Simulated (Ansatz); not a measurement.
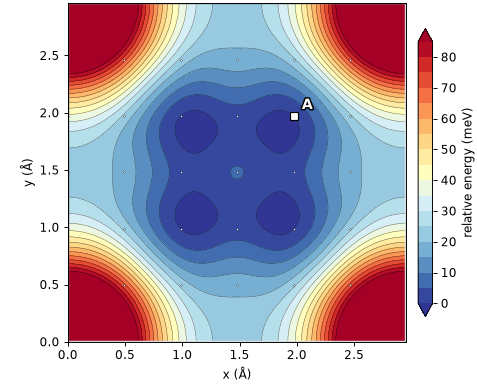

Si on a Ta(100) slab cut from the Fm-3m phase, its upper half relaxed before the scan (12 atoms of substrate and one adsorbate in a 2 × 2 cell). Si is moved over the surface cell at a fixed height above a rigid substrate; the origin of the map has the adsorbate above Ta9; the height is held at 2.50 Å. Places are given modulo a cell vector. The map is drawn in real space over the plane of the surface. The grid has 6 × 6 points; 10 points were computed and 26 follow by symmetry. Places are given in fractions of the 1 × 1 surface cell. All energies are given in meV relative to the lowest grid point. The runs have no spin polarisation, so an open-shell adsorbate far from the surface lies too high. At a fixed height the lowest place need not be the adsorption site. All numbers below come from DFT PBE+D3(BJ), scalar-relativistic, plane waves, PAW in Ansatz 0.2.0. Settings: cutoff 420 eV, k-mesh 5×5×1, gaussian smearing 0.1 eV, no spin polarisation.

The picture shows filled contours, dots at the grid points, the outline of one cell of the plane, one colour for all values above the top of the scale, the point A. Between grid points the surface is interpolated.

> Is A at rest? If not, where is it pushed?

A, at (4/6, 4/6) of the cell vectors, is not a stationary point. The computed force is 0.031 eV/Å in the plane, pointing down and left in the picture (components −0.022 and −0.022 eV/Å).

PAW datasets: the set soft_1.
